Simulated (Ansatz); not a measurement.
# C: what the fields show

```
C
1.0
     0.00000    0.00000    8.37362
     2.53896    0.00000    0.00000
     0.00000    4.39761    0.00000
C
16
Direct
  0.84297 0.50000 0.49725
  0.84297 0.00000 0.99725
  0.34297 0.50000 0.49725
  0.34297 0.00000 0.99725
  0.15703 0.50000 0.49725
  0.15703 0.00000 0.99725
  0.65703 0.50000 0.49725
  0.65703 0.00000 0.99725
  0.90553 0.00000 0.33608
  0.90553 0.50000 0.83608
  0.40553 0.50000 0.16942
  0.40553 0.00000 0.66942
  0.09447 0.00000 0.33608
  0.09447 0.50000 0.83608
  0.59447 0.50000 0.16942
  0.59447 0.00000 0.66942
```

Space group Amm2; changed on purpose from its base cell (mode 14 frozen in at -0.012 Å, equal normal strain along x, y and z +0.0083); not relaxed (largest force 0.7 eV/Å); computed pressure about −10 GPa in this cell; PAW files of the earlier set (soft_1).

Level of theory: DFT PBE, scalar-relativistic, plane waves, PAW in Ansatz 0.2.0.

The density is the valence pseudo-density of a PAW calculation; it isn't the true density close to the nuclei.

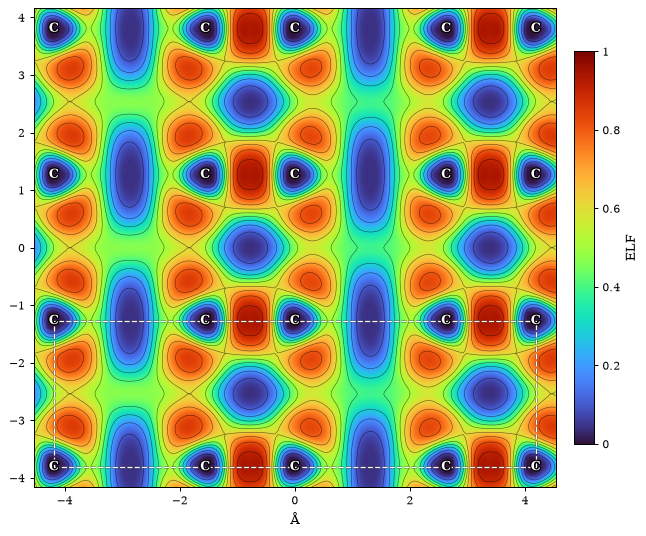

Figure 1. ELF on the (001) plane of the conventional cell.

Q: What does the map show?

A: Atoms in the plane: C.
Atoms just off the plane (C, 0.7 Å away) can leave unmarked features too.
C–C (1.56 Å): the ELF peaks at about 0.95 between the atoms; a shared electron pair.

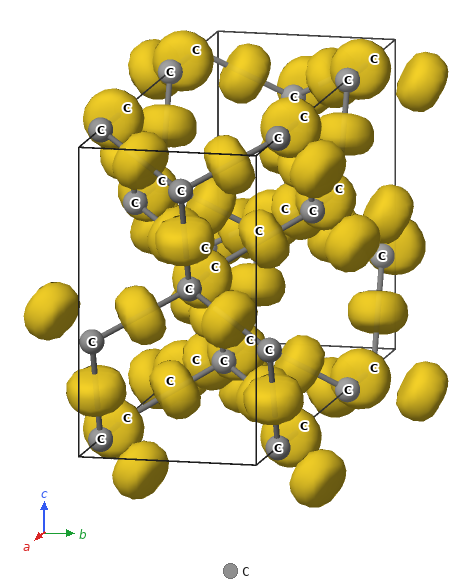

Figure 2. Isosurface of the electron localisation function at 0.8 (yellow), seen slightly off an axis. Core shells and regions of very low density are left out. Sticks mark near contacts.

Q: Identify the bonds, lone pairs and shells in this picture.

A: The ELF exceeds this value in 32 regions between bonded C–C atoms (shared pairs), counted in one cell of 16 atoms. Regions shared between cells count once.


C–C (1.53 Å): the ELF peaks at about 0.95 between the atoms (a covalent bond). C–C (1.58 Å): the ELF peaks at about 0.95 between the atoms (a shared electron pair).

Q: Does the calculation give a band gap?

A: It is gapped, with a Kohn–Sham gap of 4.4 eV on the k-point mesh (the band edges may lie off the mesh, which would make the gap smaller).
